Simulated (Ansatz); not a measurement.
Consider Si47Ru (cell with a defect).

Input file:

```
crystal:
  lattice:
    - [7.7025612697, 1.0e-10, -6.3650227274]
    - [-3.8512806348, -6.6706137338, -6.3650227274]
    - [-3.8512806349, 6.6706137337, -6.3650227274]
  atoms:
    - { symbol: Ru, position: [0.1456896866, 0.4790230199, 0.3123563532], spin: 2.0 }
    - { symbol: Si, position: [0.3123563532, 0.6456896866, 0.9790230199] }
    - { symbol: Si, position: [0.9790230199, 0.3123563532, 0.6456896866] }
    - { symbol: Si, position: [0.8123563532, 0.6456896866, 0.4790230199] }
    - { symbol: Si, position: [0.4790230199, 0.3123563532, 0.1456896866] }
    - { symbol: Si, position: [0.6456896866, 0.4790230199, 0.8123563532] }
    - { symbol: Si, position: [0.3123563532, 0.1456896866, 0.4790230199] }
    - { symbol: Si, position: [0.9790230199, 0.8123563532, 0.1456896866] }
    - { symbol: Si, position: [0.1456896866, 0.9790230199, 0.8123563532] }
    - { symbol: Si, position: [0.6456896866, 0.9790230199, 0.3123563532] }
    - { symbol: Si, position: [0.8123563532, 0.1456896866, 0.9790230199] }
    - { symbol: Si, position: [0.4790230199, 0.8123563532, 0.6456896866] }
    - { symbol: Si, position: [0.1456896866, 0.3123563532, 0.9790230199] }
    - { symbol: Si, position: [0.3123563532, 0.4790230199, 0.6456896866] }
    - { symbol: Si, position: [0.9790230199, 0.1456896866, 0.3123563532] }
    - { symbol: Si, position: [0.8123563532, 0.4790230199, 0.1456896866] }
    - { symbol: Si, position: [0.4790230199, 0.1456896866, 0.8123563532] }
    - { symbol: Si, position: [0.6456896866, 0.3123563532, 0.4790230199] }
    - { symbol: Si, position: [0.3123563532, 0.9790230199, 0.1456896866] }
    - { symbol: Si, position: [0.9790230199, 0.6456896866, 0.8123563532] }
    - { symbol: Si, position: [0.1456896866, 0.8123563532, 0.4790230199] }
    - { symbol: Si, position: [0.6456896866, 0.8123563532, 0.9790230199] }
    - { symbol: Si, position: [0.8123563532, 0.9790230199, 0.6456896866] }
    - { symbol: Si, position: [0.4790230199, 0.6456896866, 0.3123563532] }
    - { symbol: Si, position: [0.0209769801, 0.3543103134, 0.1876436468] }
    - { symbol: Si, position: [0.1876436468, 0.5209769801, 0.8543103134] }
    - { symbol: Si, position: [0.8543103134, 0.1876436468, 0.5209769801] }
    - { symbol: Si, position: [0.6876436468, 0.5209769801, 0.3543103134] }
    - { symbol: Si, position: [0.3543103134, 0.1876436468, 0.0209769801] }
    - { symbol: Si, position: [0.5209769801, 0.3543103134, 0.6876436468] }
    - { symbol: Si, position: [0.1876436468, 0.0209769801, 0.3543103134] }
    - { symbol: Si, position: [0.8543103134, 0.6876436468, 0.0209769801] }
    - { symbol: Si, position: [0.0209769801, 0.8543103134, 0.6876436468] }
    - { symbol: Si, position: [0.5209769801, 0.8543103134, 0.1876436468] }
    - { symbol: Si, position: [0.6876436468, 0.0209769801, 0.8543103134] }
    - { symbol: Si, position: [0.3543103134, 0.6876436468, 0.5209769801] }
    - { symbol: Si, position: [0.0209769801, 0.1876436468, 0.8543103134] }
    - { symbol: Si, position: [0.1876436468, 0.3543103134, 0.5209769801] }
    - { symbol: Si, position: [0.8543103134, 0.0209769801, 0.1876436468] }
    - { symbol: Si, position: [0.6876436468, 0.3543103134, 0.0209769801] }
    - { symbol: Si, position: [0.3543103134, 0.0209769801, 0.6876436468] }
    - { symbol: Si, position: [0.5209769801, 0.1876436468, 0.3543103134] }
    - { symbol: Si, position: [0.1876436468, 0.8543103134, 0.0209769801] }
    - { symbol: Si, position: [0.8543103134, 0.5209769801, 0.6876436468] }
    - { symbol: Si, position: [0.0209769801, 0.6876436468, 0.3543103134] }
    - { symbol: Si, position: [0.5209769801, 0.6876436468, 0.8543103134] }
    - { symbol: Si, position: [0.6876436468, 0.8543103134, 0.5209769801] }
    - { symbol: Si, position: [0.3543103134, 0.5209769801, 0.1876436468] }
  host:
    lattice:
      - [3.8512806348, 0.0, 0.0]
      - [-1.9256403174, 3.3353068669, 0.0]
      - [0.0, 0.0, 6.3650227274]
    atoms:
      - { symbol: Si, position: [0.3333333333, 0.6666666667, 0.0629309403] }
      - { symbol: Si, position: [0.6666666667, 0.3333333333, 0.5629309403] }
      - { symbol: Si, position: [0.3333333333, 0.6666666667, 0.4370690597] }
      - { symbol: Si, position: [0.6666666667, 0.3333333333, 0.9370690597] }
basis:
  ecutwfc: 420
  xc_grid: 2
kpoints:
  mp_grid: { grid: [2, 2, 2], shift: [0.5, 0.5, 0.5] }
hamiltonian:
  xc: pbe
scf:
  occupations: { method: gaussian, width: 0.02 }
output:
  forces: true
  stress: false
  eigenvalues: true
  populations: true
  charged_corrections:
    defect_position: [0.14568969, 0.47902302, 0.31235635]
    epsilon: [[12.6179, 0.0, 0.0], [0.0, 12.6179, 0.0], [0.0, 0.0, 13.7065]]
  write_density: true
  write_potential: true
  elf: true
  volumetric_format: npy
magnetization:
  spin_polarized: true
relax:
  adjacent_minimum: "off"
  f_tol: 0.025
  max_steps: 45
```

Command:

```sh
ansatz run input.yaml --threads 4 --pin off --max-ram 6144MiB --backend cpu --events-out ev --progress --plain --runs-dir out
```

The fields are those of the relaxed geometry.

The program warned that a starting moment wasn't kept; spin-polarised, but the moments vanished.

The calculation used DFT PBE, scalar-relativistic, plane waves, PAW (Ansatz).

### What can the converged valence pseudo-density and electron localisation function tell about the bonding?

Si–Ru (2.34 Å): ρ is about 0.67 e/Å³ halfway; the ELF peaks at about 0.85 in the valence shell of Si, 0.8 Å from its nucleus, and is about 0.60 at the midpoint.
Si–Si (2.38 Å): ρ is about 0.55 e/Å³ halfway; the ELF peaks at about 0.95 between the atoms: a covalent bond.

### Does the calculation make it a metal, or give it a gap?

It is gapped, with a Kohn–Sham gap of 0.98 eV on the k-point mesh, an upper bound to the gap of this method.

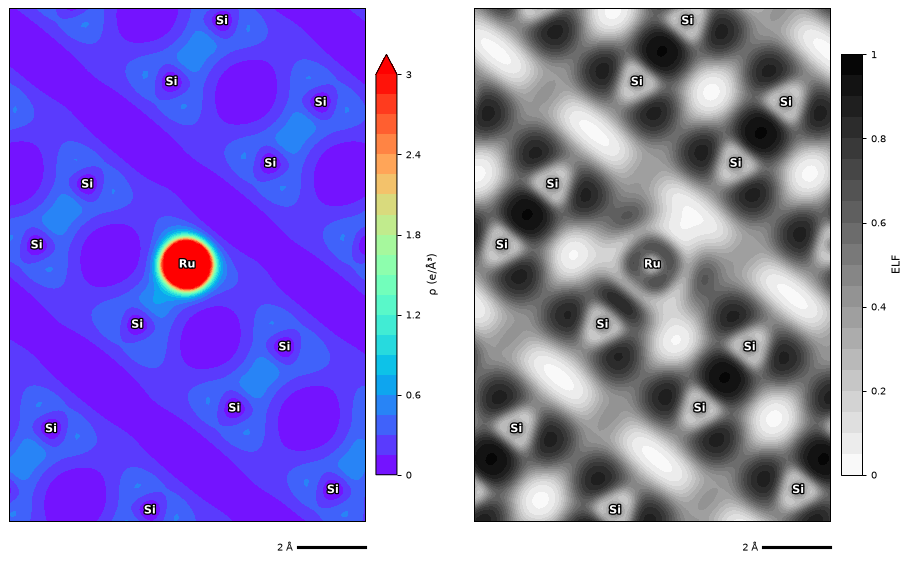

Computed valence pseudo-density and electron localisation function on the (101̄) plane of the calculation cell, in this order. 

Core electrons are frozen (PAW), and the valence fields are smoothed inside the atomic spheres.
